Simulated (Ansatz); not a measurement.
## Electronic structure of GaP in real space

The calculation's input:

```
crystal:
  lattice:
    - [3.6740784802, 0.0, 0.0]
    - [0.0, 3.7557507822, 0.0]
    - [0.0, 0.0, 9.3364192209]
  atoms:
    - { symbol: Ga, position: [0.5, 0.5, 0.1721089562] }
    - { symbol: Ga, position: [0.5, 0.5, 0.8278910438] }
    - { symbol: Ga, position: [0.0, 0.0, 0.5] }
    - { symbol: P, position: [0.5, 0.0, 0.3259995974] }
    - { symbol: P, position: [0.0, 0.5, 0.0] }
    - { symbol: P, position: [0.5, 0.0, 0.6740004026] }
basis:
  ecutwfc: 420
kpoints:
  mp_grid: { grid: [10, 10, 4] }
  band_path:
    path:
      - [[0.0, 0.0, 0.0], [0.5, 0.0, 0.0], [0.5, 0.5, 0.0], [0.0, 0.5, 0.0], [0.0, 0.0, 0.0], [0.0, 0.0, 0.5], [0.5, 0.0, 0.5], [0.5, 0.5, 0.5], [0.0, 0.5, 0.5], [0.0, 0.0, 0.5]]
      - [[0.5, 0.0, 0.0], [0.5, 0.0, 0.5]]
      - [[0.0, 0.5, 0.0], [0.0, 0.5, 0.5]]
      - [[0.5, 0.5, 0.0], [0.5, 0.5, 0.5]]
    npoints: 14
hamiltonian:
  xc: pbe
scf:
  occupations: { method: gaussian, width: 0.1 }
  n_extra_bands: 15
output:
  forces: true
  stress: true
  eigenvalues: true
  populations: true
  dos: { projected: true, de: 0.02, nscf_kmesh: { grid: [12, 12, 5] } }
  bader: true
  write_density: true
  write_potential: true
  elf: true
  volumetric_format: npy
```

Run with:

```sh
ansatz run input.yaml --threads 1 --pin off --max-ram 2560MiB --backend cpu --events-out ev --progress --plain --runs-dir out
```

Below, planes, directions and counts refer to the conventional cell (a = 3.67 Å, b = 3.76 Å, c = 9.34 Å, α = 90.00°, β = 90.00°, γ = 90.00°).

Space group Pmmm; a structure generated by program, which may or may not match a known phase.

All numbers below come from DFT PBE, scalar-relativistic, plane waves, PAW in Ansatz.

The density is the valence pseudo-density of a PAW calculation; it isn't the true density close to the nuclei.

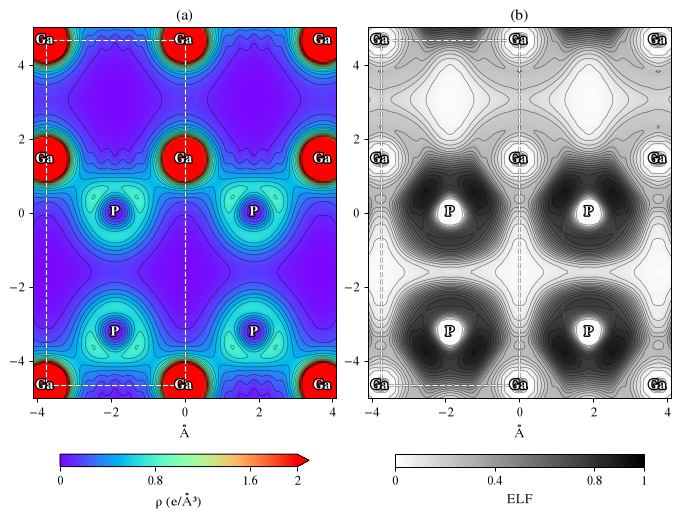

Figure 1. (a) valence pseudo-density; (b) ELF on the (100) plane of the conventional cell.

Q: What do the fields say about this system?

A:
- The section cuts through Ga and P sites.
- Ga–P (2.36 Å): the density is about 0.53 e/Å³ at the midpoint; the ELF peaks at about 0.90 in the valence shell of P, 0.9 Å from its nucleus, and is about 0.75 at the midpoint.
- Between the atoms the lowest density in this plane is 0.02 e/Å³.

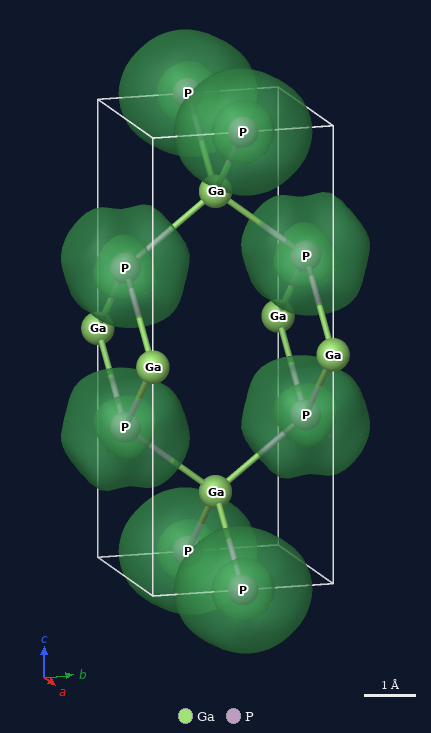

Figure 2. Isosurface of the ELF at 0.65 (green), seen slightly off an axis. Only the valence region is drawn (cores and ρ < 0.01 e/Å³ removed). Sticks mark near contacts.

Q: Identify the bonds, lone pairs and shells in this picture.

A: At this value the surface marks out two regions on P in which the atom's valence shell and bonds are merged and one region wrapped around P (its valence shell), counted in one cell of 6 atoms. Any copies at cell faces, edges or corners count once. Profiles from the grid: Ga–P (2.44 Å): the ELF peaks at about 0.85 in the valence shell of P, 0.9 Å from its nucleus, and is about 0.65 at the midpoint.

Q: Metal or insulator at this level of theory?

A: It is gapless in this calculation (a metal or semimetal).

Q: How much charge does the calculation move between the atoms?

A: Electrons move from Ga towards P. Bader charges: Ga +0.71 to +0.80 and P −0.81 to −0.75 e.
